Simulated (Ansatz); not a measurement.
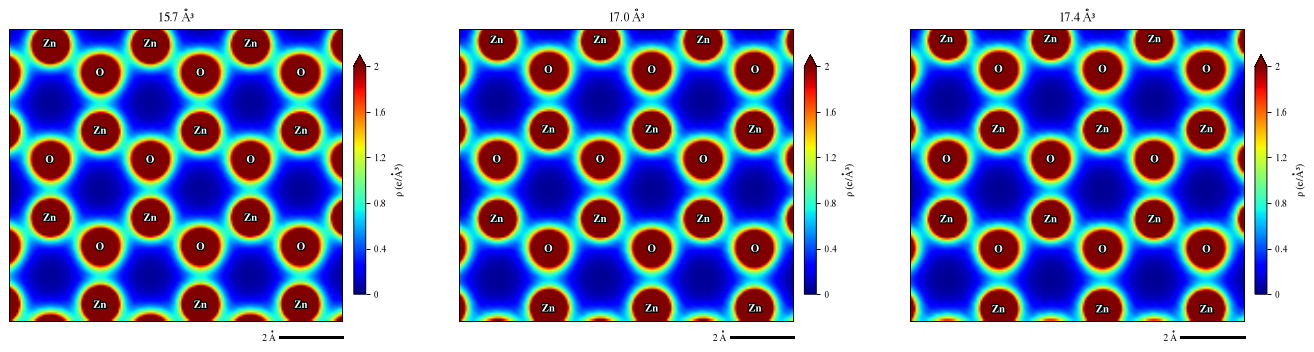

ZnO. The valence pseudo-density of cells scaled evenly to different volumes (given per atom above each panel), on the (001) plane of each (indices in the axes of the cell below), at one length scale and on one colour scale.

A structure from a database of computed crystals, not necessarily the ambient phase.

Method: Kohn-Sham DFT of a periodic cell, PBEsol, Ansatz PAW in Ansatz.

The density is the valence pseudo-density of a PAW calculation; it isn't the true density close to the nuclei.

The largest cell:

```
CELL_PARAMETERS angstrom
3.33123 0.00000 0.00000
-1.66562 2.88493 0.00000
0.00000 0.00000 7.22427
ATOMIC_POSITIONS crystal
Zn 0.00000 0.00000 0.25000
Zn 0.00000 0.00000 0.75000
O 0.66667 0.33333 0.75000
O 0.33333 0.66667 0.25000
```

| volume (Å³/atom) | Zn–O contact in the plane (Å) | ρ at its midpoint (e/Å³) | pressure (GPa) | gap on the mesh (eV) | 
| --- | --- | --- | --- | --- |
| 15.69 | 1.860 | 0.786 | 1.3 | 0.74 | 
| 16.69 | 1.898 | ? | ? | ? | 
| 17.02 | 1.911 | 0.703 | −6.0 | 0.75 | 
| 17.36 | 1.923 | 0.681 | −7.4 | 0.75 | 

Question: What values belong in the row with question marks?

Answer: Over the known rows ln ρ falls by 2.25 per Å of Zn–O distance (a least-squares line), which gives 0.722 e/Å³ at 1.898 Å; the calculation gives 0.722 e/Å³. For the pressure, a straight line in volume between the neighbouring rows gives −4.2 GPa; the calculation gives −4.5, lower because pressure rises ever faster on compression. For the gap on the mesh, a straight line in volume between the neighbouring rows gives 0.75 eV; the calculation gives 0.75.
